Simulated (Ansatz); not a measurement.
Single-point calculation, with input and output: Li2S

System: Li2S (3 atoms in the cell).
Method: DFT PBEsol, scalar-relativistic, plane waves, PAW, no spin polarisation (Ansatz 0.2.0).

The structure derives from an entry of the Crystallography Open Database. It belongs to a series of runs on one base structure; here: volume 15.074 Å³/atom.

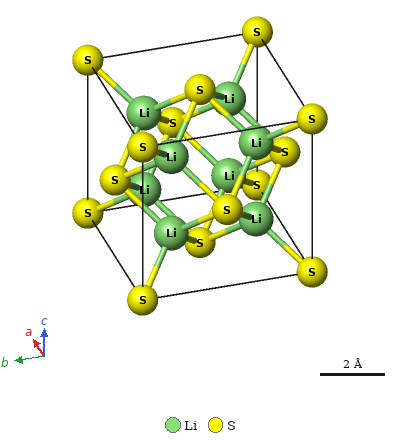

Fig. 1: The input geometry (ball-and-stick view of the cell 4 times as large as that of the calculation, set on its symmetry axes, seen at an oblique angle). An atom can appear more than once, as a periodic image. Near neighbours in the periodic cell (some may lie outside the picture): Li has 4 S at 2.45 Å; S has 8 Li at 2.45 Å.

### Input file
```yaml
crystal:
  lattice:
    - [0.0, 2.8277448021, 2.8277448021]
    - [2.8277448021, 0.0, 2.8277448021]
    - [2.8277448021, 2.8277448021, 0.0]
  atoms:
    - { symbol: Li, position: [0.25, 0.25, 0.25] }
    - { symbol: Li, position: [0.75, 0.75, 0.75] }
    - { symbol: S, position: [0.0, 0.0, 0.0] }
basis:
  ecutwfc: 420
  ecutrho_ratio: 4
kpoints:
  mp_grid: { grid: [10, 10, 10] }
hamiltonian:
  xc: pbesol
scf:
  occupations: { method: gaussian, width: 0.05 }
output:
  forces: true
  stress: true
  eigenvalues: true
```

Run on 8 threads of Arm Neoverse V2, 24 GiB of memory available, shared host.

Command:
```bash
ansatz run input.yaml --threads 8 --pin off --max-ram 15360MiB --backend cpu --events-out ev --progress --plain --runs-dir out
```

### Output
```
Engine: ansatz 0.2.0, aarch64-unknown-linux-gnu
Pseudopotentials: kind: paw
Pseudopotential: Li, paw, valence charge 3, recommended cutoff 420 eV (normal), Li.paw.azcp
Pseudopotential: S, paw, valence charge 6, recommended cutoff 420 eV (normal), S.paw.azcp
Functional definition: PBEsol
  exchange = pbesol_x
  correlation = pbesol_c
Crystal: 3 atoms, lattice volume = 45.222 Å³
Basis set: ecut = 420 eV, 893 PW (Γ), exchange–correlation on 54×54×54 points (8 copies of the dense FFT grid, shifted against one another)
Bands: 10, of which v1, the nominal top of the filled ones, is band 6 counted from 1 (5 counted from 0)
Symmetry: 48 space group operations
Space group: Fm-3m (ITA 225), of the structure as read, at distance tolerance 3.6e-5 Å
k-points: 47 of 1000
Non-local potential: Li, projectors of the file, l = 0: 3, l = 1: 2, l = 2: 1
Non-local potential: S, projectors of the file, l = 0: 2, l = 1: 2, l = 2: 2
PAW form: soft (Blöchl's): semilocal exchange-correlation on the pseudo side does not see the compensation charge
PAW frozen core: S, regenerated for the run's functional, and the local potential with it (the file was generated under x = pbe(κ = 0.804, μ = 0.2195149727645171), c = pbe(β = 0.06672455060314922))
PAW one-centre angular grid: Li, 110 points (default); XC on 64 Gauss nodes
PAW one-centre angular grid: S, 110 points (default); XC on 64 Gauss nodes
Initial density: superposition of atomic densities (neutral atoms: chi_scale 0, normalization atom), corrected by the library's trained network
Initial wavefunctions: pseudopotential atomic-orbital guess
Functional: x = pbesol(κ = 0.804, μ = 0.12345679012345678), c = pbesol(β = 0.046)
SCF iter   1: F=—  HF=-1294.965080 eV  |F-HF|=—  |Δ(HF+E_count)|=         —  Δρ=3.15e-3  dr2=6.46e-3  ethr=1.77e-3  ⟨swp⟩=5.1  Hψ=2948  notcnv=0
preconditioner: auto → none  [insulator: Δε(μ)=3.145 eV  Ē_g=10.889 eV  σ=0.050 eV  W_gap=1.00  n_scr=8 (ndim 8)  ℏωp=15.6 eV  f_vac=0.001  D(μ)=0.00/eV (n_scr^D=0)  ε∞_Penn≈3.1]
SCF iter   2: F=—  HF=-1294.961606 eV  |F-HF|=—  |Δ(HF+E_count)|=   3.47e-3  Δρ=1.01e-3  dr2=2.28e-4  ethr=5.39e-5  ⟨swp⟩=2.4  Hψ=1017  notcnv=0
SCF iter   3: F=—  HF=-1294.961420 eV  |F-HF|=—  |Δ(HF+E_count)|=   1.86e-4  Δρ=2.87e-4  dr2=2.97e-5  ethr=1.90e-6  ⟨swp⟩=2.0  Hψ=574  notcnv=0
SCF iter   4: F=—  HF=-1294.961358 eV  |F-HF|=—  |Δ(HF+E_count)|=   6.26e-5  Δρ=4.79e-5  dr2=5.73e-7  ethr=2.48e-7  ⟨swp⟩=2.8  Hψ=736  notcnv=0
iter 5 did not close the SCF: its close was put off for the readings that it lacked (scf_convergence_deferred on its scf_iter line)
SCF iter   5: F=-1294.961358 eV  HF=-1294.961358 eV  |F-HF|=2.33e-8  |Δ(HF+E_count)|=   3.12e-7  Δρ=6.46e-6  dr2=3.05e-8  ethr=4.77e-9  ⟨swp⟩=2.8  Hψ=689  notcnv=0
SCF iter   6: F=-1294.961358 eV  HF=-1294.961358 eV  |F-HF|=5.37e-11  |Δ(HF+E_count)|=   9.82e-9  Δρ=5.64e-7  dr2=1.66e-10  ethr=2.54e-10  ⟨swp⟩=2.1  Hψ=1576  notcnv=0
SCF 1 converged in 6 iterations: F = -1294.961358 eV  dr2 = 1.66e-10
  greatest PAW one-centre occupation: 1.000 electrons in one spin orbital (limit 2), on the Li atom at site 1 (counted from 0), in its partial waves of l = 0
SCF converged after 6 iterations
Free energy (F): -1294.961358 eV
Harris-Foulkes:  -1294.961358 eV  (|F-HF|=5.37e-11)
Internal energy: -1294.961358 eV  (E = F + TS)
E sigma→0 (E₀):  -1294.961358 eV
Fermi energy:    4.044065 eV
--- Per-component energies (eV) ---
  E_band       = -174.322245
  E_kinetic    = 152.706495
  E_local      = -364.020731  (includes V_loc(G=0)·N_el)
  E_nonlocal   = -37.748207
  E_hartree    = 110.064121
  E_xc         = -118.838820
  E_vxc        = -116.892442  (∫ρ·V_xc dr)
  E_paw        = -623.519137  (= ΣΔE_a)
  E_vpaw       = -28.495557  (= ΣTr[D̂ρ^β])
  E_aug_tail   = 0.000034  (compensation charges beyond the density's cutoff)
  E_ewald      = -413.667061
  E_core_change = 0.061949  (= ΣΔE_core)
  E_smearing   = -0.000000  (= −TS)
  E_closure    = 0.000000  (closes the sum)
  Σ components = -1294.961358   (vs F -1294.961358, Δ=0.00e0)
--- Forces (eV/Å), atoms counted from 1 ---
  atom   1  Li     0.00000000    -0.00000000    -0.00000000
  atom   2  Li     0.00000000    -0.00000000    -0.00000000
  atom   3  S     -0.00000000     0.00000000    -0.00000000
  max |Σ_I F_I| component: 2.78e-17 eV/Å
--- Stress (GPa, compression-positive) ---
       -0.011644      -0.000000       0.000000
       -0.000000      -0.011644      -0.000000
        0.000000       0.000000      -0.011644
  P = ⅓ Tr σ = -0.0116 GPa (-0.116 kbar)
--- Band table (eV; the first three rows and the last of 47) ---
  k-point 0: bands = ["-41.0333", "-40.9836", "-8.6372", "2.4420", "2.4420", "2.4420", "6.6538", "8.5807", "8.5807", "8.5807"]
  k-point 1: bands = ["-41.0320", "-40.9847", "-8.5988", "2.0163", "2.3809", "2.3809", "6.9604", "8.7428", "8.7428", "8.8213"]
  k-point 2: bands = ["-41.0282", "-40.9880", "-8.4938", "1.1320", "2.2334", "2.2334", "7.5106", "9.0610", "9.0610", "9.4563"]
  k-point 46: bands = ["-41.0096", "-41.0045", "-8.0384", "0.4322", "0.6146", "0.6623", "7.4199", "10.1566", "10.7023", "12.0174"]
```

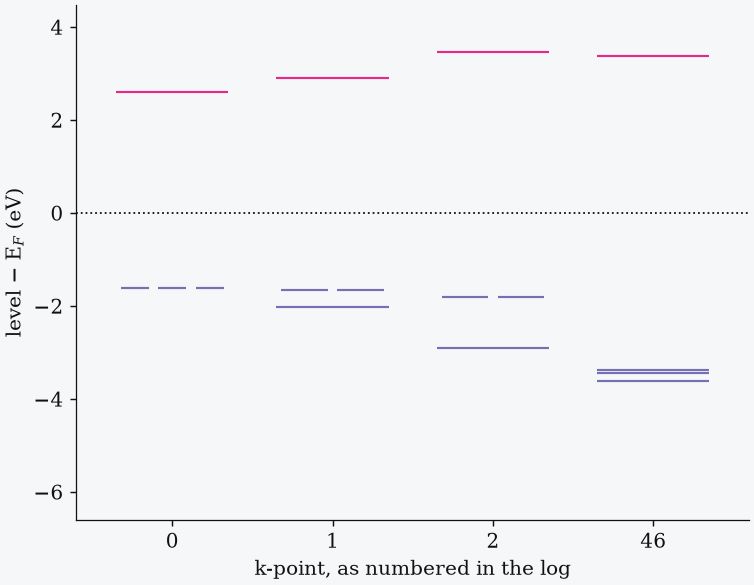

Fig. 2: Kohn–Sham levels near the Fermi level (dotted) at the few k-points that the log prints; levels within 0.02 eV of each other stand side by side. Among these points the highest filled and lowest empty levels are 4.21 eV apart; the gap on the full mesh, 3.20 eV, has an edge at a point that isn't printed.

### Results in brief

- outcome: converged
- space group (tolerance 0.01 Å): Fm-3m (225)
- electrons treated: 12
- free energy: −1294.9614 eV
- Fermi energy: 4.044 eV
- gap on the k-point mesh: 3.20 eV
- pressure: −0.01 GPa
- largest force (length of the vector): under 0.001 eV/Å
- peak memory: 0.32 GiB
